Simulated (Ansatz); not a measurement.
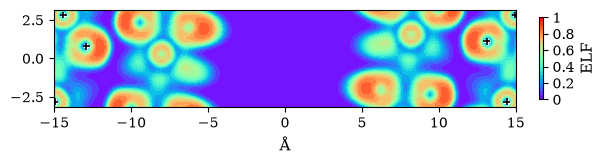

The ELF on a plane through atoms (crosses mark nuclei in the plane).

These are results of DFT PBEsol, scalar-relativistic, plane waves, PAW (Ansatz 0.2.0), not measurements.

Candidates:
A. WSe$_{2}$, a = 3.27 Å, b = 3.27 Å, c = 29.18 Å, α = 90.00°, β = 90.00°, γ = 120.00°. Space group P-6m2; a structure from a database of computed crystals, not necessarily the ambient phase.
B. AlNi$_{3}$, a = 5.00 Å, b = 4.03 Å, c = 8.67 Å, α = 90.00°, β = 90.00°, γ = 90.00°. Space group P6₃/mmc; a structure from a database of computed crystals, not necessarily the ambient phase; spin-polarised.
C. W, a = 3.19 Å, b = 3.19 Å, c = 3.19 Å, α = 90.00°, β = 90.00°, γ = 90.00°. Space group Im-3m; computed pressure about −11 GPa in this cell.

Question: Which system is this?

Answer: Candidate A: WSe$_{2}$ on the (111) plane of the conventional cell, which holds W and Se. W–Se (2.52 Å): the ELF is about 0.55 at the midpoint.
